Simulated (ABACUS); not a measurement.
# Band-structure run of W

System: W (Im-3m, 1 atom in the cell).
Method: Kohn-Sham DFT of a periodic cell, PW91, PseudoDojo NC SR 0.5 PBE stringent, no spin polarisation (ABACUS 3.10.1).

The structure derives from an entry of the Crystallography Open Database. It belongs to a series of runs on one base structure; here: bands on the converged density.

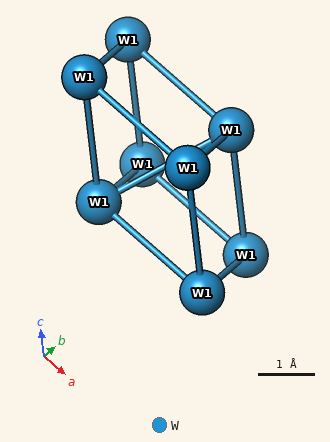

The structure (ball-and-stick view of the cell of the calculation, seen slightly off an axis; atoms are numbered from 1 in the order of the input). Near neighbours in the crystal (not all of them lie inside the picture): W has 8 W at 2.74 Å.

Input
```
INPUT_PARAMETERS
suffix              W
calculation         nscf
basis_type          pw
pseudo_dir          ./
symmetry            -1
dft_functional      GGA_X_PW91+GGA_C_PW91
ecutwfc             74.0
pseudo_rcut         10
nspin               1
nbands              17
ks_solver           dav
smearing_method     fd
smearing_sigma      0.00367493
scf_thr             1e-08
scf_nmax            100
mixing_type         broyden
mixing_beta         0.7
init_chg            file
pw_diag_thr         1e-07
out_band            1
kpar                4
```

File STRU
```
ATOMIC_SPECIES
W 183.8400 W.upf

LATTICE_CONSTANT
1.8897261246

LATTICE_VECTORS
-1.5823450000 1.5823450000 1.5823450000
1.5823450000 -1.5823450000 1.5823450000
1.5823450000 1.5823450000 -1.5823450000

ATOMIC_POSITIONS
Direct

W
0.0
1
0.0000000000 0.0000000000 0.0000000000 1 1 1
```

File KPT
```
K_POINTS
8
Line
0.00000000 0.00000000 0.00000000 10 // G
0.50000000 -0.50000000 0.50000000 10 // H
0.00000000 0.00000000 0.50000000 10 // N
0.00000000 0.00000000 0.00000000 10 // G
0.25000000 0.25000000 0.25000000 10 // P
0.50000000 -0.50000000 0.50000000 1 // H
0.25000000 0.25000000 0.25000000 10 // P
0.00000000 0.00000000 0.50000000 1 // N
```

Hardware: 4 threads of AMD EPYC (Zen 3), 192 GiB of memory available, shared host.

Command:
```bash
OMP_NUM_THREADS=1 mpirun -np 4 abacus > log
```

Output
```
ABACUS v3.10.1

               Atomic-orbital Based Ab-initio Computation at UStc

 ------------------------------------------------------------------------------------

 READING GENERAL INFORMATION
                           global_out_dir = OUT.W/
                           global_in_card = INPUT
                               pseudo_dir = ./
                              orbital_dir =
                                    DSIZE = 4
                                    GSIZE = 1

 READING UNITCELL INFORMATION
                                    ntype = 1
                  lattice constant (Bohr) = 1.88973
              lattice constant (Angstrom) = 1

 READING ATOM TYPE 1
                               atom label = W
                      L=0, number of zeta = 1
                      L=1, number of zeta = 1
                      L=2, number of zeta = 1
             number of atom for this type = 1

                        TOTAL ATOM NUMBER = 1
DIRECT COORDINATES
    atom                   x                   y                   z     mag                  vx                  vy                  vz
taud_W1            0.0000000000        0.0000000000        0.0000000000  0.0000        0.0000000000        0.0000000000        0.0000000000

                          Volume (Bohr^3) = 106.945
                             Volume (A^3) = 15.8476

 Lattice vectors: (Cartesian coordinate: in unit of a_0)
             -1.58234            +1.58234            +1.58234
             +1.58234            -1.58234            +1.58234
             +1.58234            +1.58234            -1.58234
 Reciprocal vectors: (Cartesian coordinate: in unit of 2 pi/a_0)
                   +0           +0.315987           +0.315987
            +0.315987                  +0           +0.315987
            +0.315987           +0.315987                  +0
 The esolver type has been set to : ksdft_pw

                PAO radial cut off (Bohr) = 10

 Read in pseudopotential file is W.upf
                     pseudopotential type = NC
          exchange-correlation functional = PBE
                 nonlocal core correction = 1
                        valence electrons = 14
                                     lmax = 3
                           number of zeta = 4
                     number of projectors = 8
                           L of projector = 0
                           L of projector = 0
                           L of projector = 1
                           L of projector = 1
                           L of projector = 2
                           L of projector = 2
                           L of projector = 3
                           L of projector = 3
 XC functional updated to : GGA_X_PW91+GGA_C_PW91
          exchange-correlation functional = GGA_X_PW91+GGA_C_PW91
     initial pseudo atomic orbital number = 10

 SETUP THE ELECTRONS NUMBER
             electron number of element W = 14
       total electron number of element W = 14
            AUTOSET number of electrons:  = 14
                           occupied bands = 7
                                   NBANDS = 17
                                   NLOCAL = 9

%%%%%%%%%%%%%%%%%%%%%%%%%%%%%%%%%%%%%%%%%%%%%%%%%%%%%%%%%%%%%%%%%%%%%%%%%%%%%%%%%%%%%%%%%%%%%%%%%%%%%%%%%%
 Warning: the number of valence electrons in pseudopotential > 6 for W: [Xe] 4f14 5d4 6s2
 Pseudopotentials with additional electrons can yield (more) accurate outcomes, but may be less efficient.
 If you're confident that your chosen pseudopotential is appropriate, you can safely ignore this warning.
%%%%%%%%%%%%%%%%%%%%%%%%%%%%%%%%%%%%%%%%%%%%%%%%%%%%%%%%%%%%%%%%%%%%%%%%%%%%%%%%%%%%%%%%%%%%%%%%%%%%%%%%%%

 SETUP THE PLANE WAVE BASIS
 energy cutoff for charge/potential (unit:Ry) = 296
            fft grid for charge/potential = [ 30, 30, 30 ]
                        fft grid division = [ 1, 1, 1 ]
        big fft grid for charge/potential = [ 30, 30, 30 ]
                                     nbxx = 27000
                                     nrxx = 27000

 SETUP PLANE WAVES FOR CHARGE/POTENTIAL
                    number of plane waves = 9213
                         number of sticks = 603

 PARALLEL PW FOR CHARGE/POTENTIAL
     PROC   COLUMNS(POT)             PW
        1            603           9213
 --------------- sum -------------------
        1            603           9213
                            number of |g| = 125
                                  max |g| = 26.7592
                                  min |g| = 0

----------- Double Check Mixing Parameters Begin ------------
mixing_type: broyden
mixing_beta: 0.7
mixing_gg0: 1
mixing_gg0_min: 0.1
mixing_ndim: 8
----------- Double Check Mixing Parameters End ------------

 SETUP K-POINTS
                                    nspin = 1
                                   nkstot = 62
K-POINTS DIRECT COORDINATES
 KPOINTS    DIRECT_X    DIRECT_Y    DIRECT_Z  WEIGHT
       1  0.00000000  0.00000000  0.00000000  1.0000
       2  0.05000000 -0.05000000  0.05000000  1.0000
       3  0.10000000 -0.10000000  0.10000000  1.0000
       4  0.15000000 -0.15000000  0.15000000  1.0000
       5  0.20000000 -0.20000000  0.20000000  1.0000
       6  0.25000000 -0.25000000  0.25000000  1.0000
       7  0.30000000 -0.30000000  0.30000000  1.0000
       8  0.35000000 -0.35000000  0.35000000  1.0000
       9  0.40000000 -0.40000000  0.40000000  1.0000
      10  0.45000000 -0.45000000  0.45000000  1.0000
      11  0.50000000 -0.50000000  0.50000000  1.0000
      12  0.45000000 -0.45000000  0.50000000  1.0000
      13  0.40000000 -0.40000000  0.50000000  1.0000
      14  0.35000000 -0.35000000  0.50000000  1.0000
      15  0.30000000 -0.30000000  0.50000000  1.0000
      16  0.25000000 -0.25000000  0.50000000  1.0000
      17  0.20000000 -0.20000000  0.50000000  1.0000
      18  0.15000000 -0.15000000  0.50000000  1.0000
      19  0.10000000 -0.10000000  0.50000000  1.0000
      20  0.05000000 -0.05000000  0.50000000  1.0000
      21  0.00000000  0.00000000  0.50000000  1.0000
      22  0.00000000  0.00000000  0.45000000  1.0000
      23  0.00000000  0.00000000  0.40000000  1.0000
      24  0.00000000  0.00000000  0.35000000  1.0000
      25  0.00000000  0.00000000  0.30000000  1.0000
      26  0.00000000  0.00000000  0.25000000  1.0000
      27  0.00000000  0.00000000  0.20000000  1.0000
      28  0.00000000  0.00000000  0.15000000  1.0000
      29  0.00000000  0.00000000  0.10000000  1.0000
      30  0.00000000  0.00000000  0.05000000  1.0000
[... 32 further k points ...]

           k-point number in this process = 16
       minimum distributed K point number = 15

[... K-POINTS CARTESIAN COORDINATES: 16 rows ...]

[... K-POINTS DIRECT COORDINATES: 16 rows ...]

 SETUP PLANE WAVES FOR WAVE FUNCTIONS
     energy cutoff for wavefunc (unit:Ry) = 74
              fft grid for wave functions = [ 30, 30, 30 ]
                    number of plane waves = 1601
                         number of sticks = 181

 PARALLEL PW FOR WAVE FUNCTIONS
     PROC   COLUMNS(POT)             PW
        1            181           1601
 --------------- sum -------------------
        1            181           1601

 SETUP NONLOCAL PSEUDOPOTENTIALS IN PLANE WAVE BASIS
 W non-local projectors:
 projector 1 L=0
 projector 2 L=0
 projector 3 L=1
 projector 4 L=1
 projector 5 L=2
 projector 6 L=2
 projector 7 L=3
 projector 8 L=3
      TOTAL NUMBER OF NONLOCAL PROJECTORS = 32

 Init Non-Local PseudoPotential table :
 Init Non-Local-Pseudopotential done.

                                     npwx = 1168

 Make real space PAO into reciprocal space.
       max mesh points in Pseudopotential = 1001
     dq(describe PAO in reciprocal space) = 0.01
                                    max q = 1037

 number of pseudo atomic orbitals for W is 4
WARNING: norm of atomic wavefunction # 3 of atomic type W is 0.999981, renormalized
WARNING: norm of atomic wavefunction # 4 of atomic type W is 0.99991, renormalized

 -------------------------------------------
 NONSELF-CONSISTENT
 -------------------------------------------
                                 init_chg = file
 try to read charge from file
 Read in the charge density: OUT.W//W-CHARGE-DENSITY.restart

 PW ALGORITHM --------------- ION=   1  ELEC=   1--------------------------------
 k(1/62) Iter steps (avg)=15 threshold=1e-07
 k(2/62) Iter steps (avg)=19 threshold=1e-07
 k(3/62) Iter steps (avg)=15 threshold=1e-07
 k(4/62) Iter steps (avg)=17 threshold=1e-07
 k(5/62) Iter steps (avg)=22 threshold=1e-07
 k(6/62) Iter steps (avg)=20 threshold=1e-07
 k(7/62) Iter steps (avg)=15 threshold=1e-07
 k(8/62) Iter steps (avg)=13 threshold=1e-07
 k(9/62) Iter steps (avg)=17 threshold=1e-07
 k(10/62) Iter steps (avg)=21 threshold=1e-07
 k(11/62) Iter steps (avg)=18 threshold=1e-07
 k(12/62) Iter steps (avg)=22 threshold=1e-07
 k(13/62) Iter steps (avg)=20 threshold=1e-07
 k(14/62) Iter steps (avg)=16 threshold=1e-07
 k(15/62) Iter steps (avg)=15 threshold=1e-07
 k(16/62) Iter steps (avg)=15 threshold=1e-07
[... levels at 16 k points of this process ...]

 Density error is 0.00000000000
                          Error Threshold = 1.00000000000e-07
----------------------------------------------------------
     Energy           Rydberg                 eV
----------------------------------------------------------
 E_KohnSham     -151.8598081636      -2066.1586882112
 E_KS(sigma->0) -151.8596200356      -2066.1561285997
 E_Harris       -151.8598081636      -2066.1586882112
 E_band         -6.1560863101        -83.7578511968
 E_one_elec     -15.3369632698       -208.6700904858
 E_Hartree      16.0362358267        218.1841817152
 E_xc           -33.2874065789       -452.8984011154
 E_Ewald        -119.2712978858      -1622.7692591022
 E_entropy(-TS) -0.0003762558        -0.0051192230
 E_descf        0.0000000000         0.0000000000
 E_exx          0.0000000000         0.0000000000
 E_Fermi        1.6767301066         22.8130834576
----------------------------------------------------------

 charge density convergence is achieved
 final etot is -2066.1586882 eV
 EFERMI = 22.813083458 eV

 STATE ENERGY(eV) AND OCCUPATIONS    NSPIN == 1
 1/16 kpoint (Cartesian) = 0.0000 0.0000 0.0000 (1157 pws)
       1       -51.6836      0.0322581
       2       -15.2450      0.0322581
       3       -15.2450      0.0322581
       4       -15.2450      0.0322581
       5        12.9123      0.0322581
       6        21.2471      0.0322581
       7        21.2471      0.0322581
       8        21.2471      0.0322581
       9        24.7437    5.48816e-19
      10        24.7437    5.48816e-19
      11        37.0722        0.00000
      12        37.0722        0.00000
      13        37.0722        0.00000
      14        49.3261        0.00000
      15        49.3261        0.00000
      16        51.9006        0.00000
      17        51.9006        0.00000

 2/16 kpoint (Cartesian) = 0.0000 0.031599 0.0000 (1153 pws)
       1       -51.6771      0.0322581
       2       -15.2918      0.0322581
       3       -15.2664      0.0322581
       4       -15.2664      0.0322581
       5        13.1552      0.0322581
       6        21.2245      0.0322581
       7        21.2245      0.0322581
       8        21.3590      0.0322581
       9        24.3745    8.83530e-16
      10        24.8716    4.25562e-20
      11        37.4738        0.00000
      12        37.4764        0.00000
      13        37.4764        0.00000
      14        46.5293        0.00000
      15        49.6574        0.00000
      16        51.6950        0.00000
      17        51.6950        0.00000

 3/16 kpoint (Cartesian) = 0.0000 0.063197 0.0000 (1140 pws)
       1       -51.6584      0.0322581
       2       -15.4194      0.0322581
       3       -15.3286      0.0322581
       4       -15.3286      0.0322581
       5        13.8525      0.0322581
       6        21.1957      0.0322581
       7        21.1957      0.0322581
       8        21.6912      0.0322581
       9        23.4265    1.51570e-07
      10        25.2207    3.94725e-23
      11        38.4964        0.00000
      12        38.6302        0.00000
      13        38.6302        0.00000
      14        42.8499        0.00000
      15        50.6678        0.00000
      16        50.8942        0.00000
      17        50.8942        0.00000

 4/16 kpoint (Cartesian) = 0.0000 0.094796 0.0000 (1152 pws)
       1       -51.6300      0.0322581
       2       -15.5952      0.0322581
       3       -15.4263      0.0322581
       4       -15.4263      0.0322581
       5        14.9105      0.0322581
       6        21.2513      0.0322581
       7        21.2513      0.0322581
       8        22.1966      0.0322579
       9        22.2323      0.0322578
      10        25.6683    5.11369e-27
      11        39.7059        0.00000
      12        39.7961        0.00000
      13        40.3532        0.00000
      14        40.3532        0.00000
      15        49.2667        0.00000
      16        49.2667        0.00000
      17        52.3838        0.00000

 5/16 kpoint (Cartesian) = 0.0000 0.12639 0.0000 (1156 pws)
       1       -51.5953      0.0322581
       2       -15.7797      0.0322581
       3       -15.5506      0.0322581
       4       -15.5506      0.0322581
       5        16.1650      0.0322581
       6        20.9125      0.0322581
       7        21.4855      0.0322581
       8        21.4855      0.0322581
       9        22.9615     0.00157612
      10        25.9775    1.05493e-29
      11        37.6188        0.00000
      12        41.1195        0.00000
      13        42.1272        0.00000
      14        42.1272        0.00000
      15        47.3930        0.00000
      16        47.3930        0.00000
      17        54.7912        0.00000

 6/16 kpoint (Cartesian) = 0.0000 0.15799 0.0000 (1136 pws)
       1       -51.5583      0.0322581
       2       -15.9387      0.0322581
       3       -15.6897      0.0322581
       4       -15.6897      0.0322581
       5        17.3415      0.0322581
       6        19.7091      0.0322581
       7        21.9680      0.0322581
       8        21.9680      0.0322581
       9        23.8452    3.49780e-11
      10        25.9830    9.43818e-30
      11        37.0088        0.00000
      12        41.9392        0.00000
      13        41.9392        0.00000
      14        42.3494        0.00000
      15        47.5888        0.00000
      16        47.5888        0.00000
      17        53.1214        0.00000

[... levels at 10 further k points ...]

 --------------------------------------------
 !FINAL_ETOT_IS -2066.158688211205 eV
 --------------------------------------------

 Output bands in file: OUT.W/BANDS_1.dat
```

Standard output
```
ABACUS v3.10.1

               Atomic-orbital Based Ab-initio Computation at UStc

 dft_functional readin is: GGA_X_PW91+GGA_C_PW91
 dft_functional in pseudopot file is: PBE
 Please make sure this is what you need

%%%%%%%%%%%%%%%%%%%%%%%%%%%%%%%%%%%%%%%%%%%%%%%%%%%%%%%%%%%%%%%%%%%%%%%%%%%%%%%%%%%%%%%%%%%%%%%%%%%%%%%%%
 Warning: the number of valence electrons in pseudopotential > 6 for W: [Xe] 4f14 5d4 6s2
 Pseudopotentials with additional electrons can yield (more) accurate outcomes, but may be less efficient.
 If you're confident that your chosen pseudopotential is appropriate, you can safely ignore this warning.
%%%%%%%%%%%%%%%%%%%%%%%%%%%%%%%%%%%%%%%%%%%%%%%%%%%%%%%%%%%%%%%%%%%%%%%%%%%%%%%%%%%%%%%%%%%%%%%%%%%%%%%%%

 UNIFORM GRID DIM        : 30 * 30 * 30
 UNIFORM GRID DIM(BIG)   : 30 * 30 * 30
func,idGGA_X_PW91 109
func,idGGA_C_PW91 134
 ---------------------------------------------------------
 ---------------------------------------------------------
 SPIN    KPOINTS         PROCESSORS  THREADS
 1       62              4           4
 ---------------------------------------------------------
 Use plane wave basis
 ---------------------------------------------------------
 ELEMENT NATOM       XC
 W       1
 ---------------------------------------------------------
 Initial plane wave basis and FFT box
 ---------------------------------------------------------
 -------------------------------------------
 NONSELF-CONSISTENT :
 -------------------------------------------
 START CHARGE      : file
 ITER       ETOT/eV          EDIFF/eV         DRHO     TIME/s
 DA1     -2.06615869e+03   0.00000000e+00   0.0000e+00   2.17
```

Results in brief

- outcome: converged
- space group (tolerance 0.01 Å): Im-3m (229)
- electrons treated: 14
- Fermi energy of the self-consistent step: 22.645 eV
- wall time: 3.7 s (CPU time 11 s)
- peak memory: 0.36 GiB

Spin–orbit coupling is left out, which matters for W.
